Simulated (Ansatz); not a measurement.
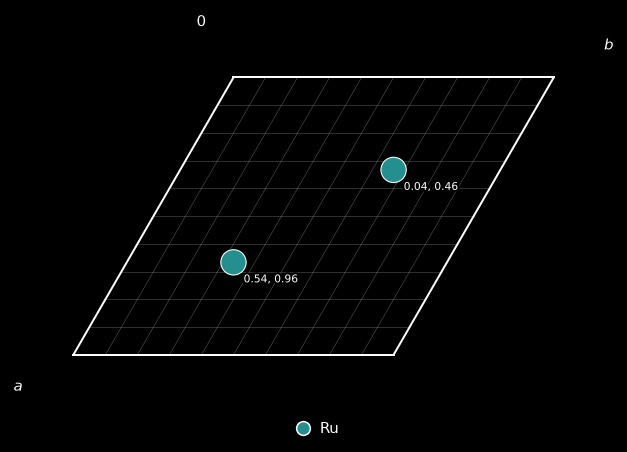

Plan of a unit cell projected along c (a down the page, b across); the numbers are heights as fractions of c, and atoms on the cell's edges are repeated. The grid marks tenths of a and b. Source: the end point of a relaxation with DFT PBE, scalar-relativistic, plane waves, PAW (Ansatz); the starting structure was generated, so it need not be a known form of this composition. Geometry calculated from the standardised cell; symmetry tolerance 0.002 Å.

a = 4.033 Å, b = 4.033 Å, c = 5.609 Å, α = 90.00°, β = 90.00°, γ = 120.00°.

### What does the cell contain?

4 Ru: Ru, Z = 4.

### Which space group?

No. 194, P6_3/mmc, primitive hexagonal.

### Give the fractional coordinates of all atoms, to two places.

```
atom     x     y     z
  Ru  0.33  0.67  0.46
  Ru  0.67  0.33  0.96
  Ru  0.67  0.33  0.54
  Ru  0.33  0.67  0.04
```
